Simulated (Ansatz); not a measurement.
System: Ag.

```xyz
4
Lattice="-1.4306 2.4923 0.0053 2.8862 0.0144 0.0144 -0.0500 -0.0500 -10.0000" Properties=species:S:1:pos:R:3 pbc="T T T"
Ag   -0.0292    1.6289   -7.4917
Ag    1.4348    0.8279   -2.4886
Ag    0.0000    0.0000    0.0000
Ag   -0.0250   -0.0250   -5.0000
```

Space group P-1; changed on purpose from its base cell (equal xy, yz and zx shear strains of +1 %, PAW files).

All numbers below come from Ansatz, DFT, PBE, PAW with Ansatz's default frozen-core files, scalar-relativistic.

What can the converged valence pseudo-density and electron localisation function tell about the bonding?

Ag–Ag (2.89 Å): the density is about 0.21 e/Å³ at the midpoint; the ELF is about 0.15 at the midpoint: no shared electron pair shows on this line.

Does the calculation give a band gap?

It is metallic or semimetallic at this level of theory: no gap opens.

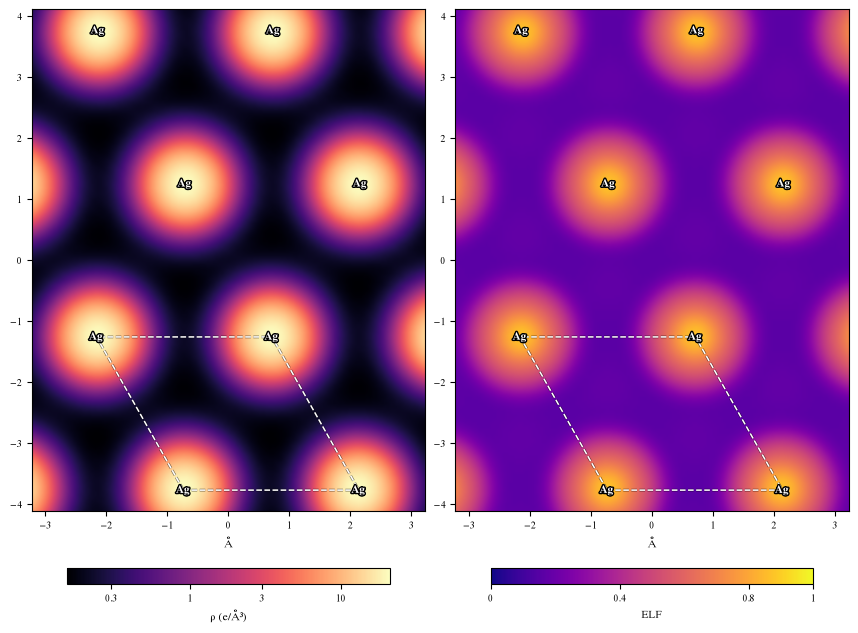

Computed valence pseudo-density and electron localisation function on the (001) plane of the conventional cell, in this order. 

Core electrons are frozen (PAW), and the valence fields are smoothed inside the atomic spheres.
